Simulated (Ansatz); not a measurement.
```xyz
17
Lattice="0.0000 3.5700 3.5700 3.5700 0.0000 3.5700 3.5700 3.5700 0.0000" Properties=species:S:1:pos:R:3 pbc="T T T"
C     7.0954    3.5931    3.5673
C     0.8550    0.9602    0.8598
C     5.3368    1.8135    3.5555
C     2.6251    2.7042    0.8974
C     1.8277    3.6624    5.2936
C     2.6133    0.9137    2.7088
C     3.4874    1.7667    1.7971
C     4.3518    2.6352    2.7702
C     7.1068    5.3868    5.3582
C     0.8486    2.7048    2.6821
C     5.3101    3.5925    5.3607
C     2.6432    4.4832    2.6658
C     5.2938    5.3842    3.5852
C     2.6440    2.6989    4.4625
C     3.5208    3.5986    3.5856
C     4.4161    4.4805    4.4788
H     4.3357    3.1437    1.7040
```

Computed with Ansatz, DFT PBE-D3(BJ), scalar-relativistic, plane waves, PAW.

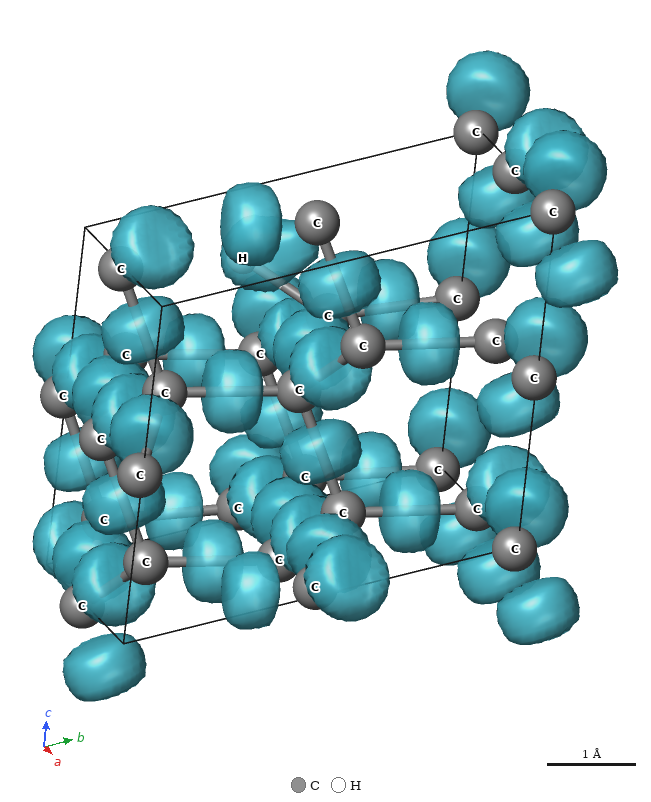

HC₁₆ (cell charge +1, with a compensating background) (cell with a defect). Isosurface of the ELF at 0.75 (cyan), seen slightly off an axis. Only the valence region is drawn (cores and ρ < 0.01 e/Å³ removed). Sticks mark near contacts.

Question: Describe the localisation domains.

Answer: At this value the surface marks out 31 regions between bonded C–C atoms (shared pairs) and one region around a hydrogen nucleus, counted in one cell of 17 atoms. Any copies at cell faces, edges or corners count once.

Values along the shortest contacts:
C–H (1.18 Å): the ELF climbs to about 0.95 towards the hydrogen, as it does in any bond to H: an ordinary covalent bond to hydrogen. C–C (1.50 Å): the ELF peaks at about 0.95 between the atoms; localised, covalent bonding.
